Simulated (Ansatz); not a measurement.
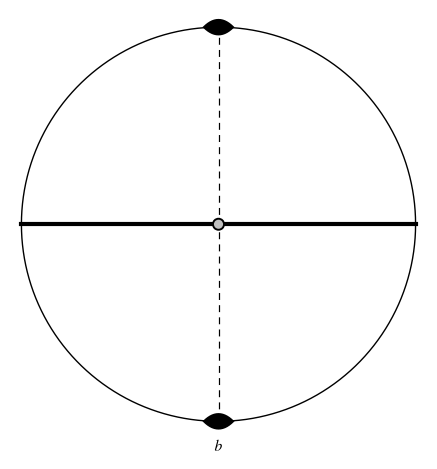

Stereographic projection: heavy lines are mirror planes (a heavy rim: a mirror in the plane of the page); lens, triangle, square and hexagon are 2-, 3-, 4- and 6-fold axes, a lens in an open square is −4, a triangle in an open hexagon −6; thin dashed diameters join the ends of axes that lie in the page; a small open circle marks inversion. The a axis points at the viewer. Computed from the symmetry operations of a computed or model structure of composition Zr3S2, which need not be its known form.

Name the crystal class.

2/m (C2h), order 4, monoclinic system: one twofold axis, one mirror plane, an inversion centre.

Which physical properties does it allow?

It is centrosymmetric, so neither piezoelectric nor pyroelectric; it is not chiral.
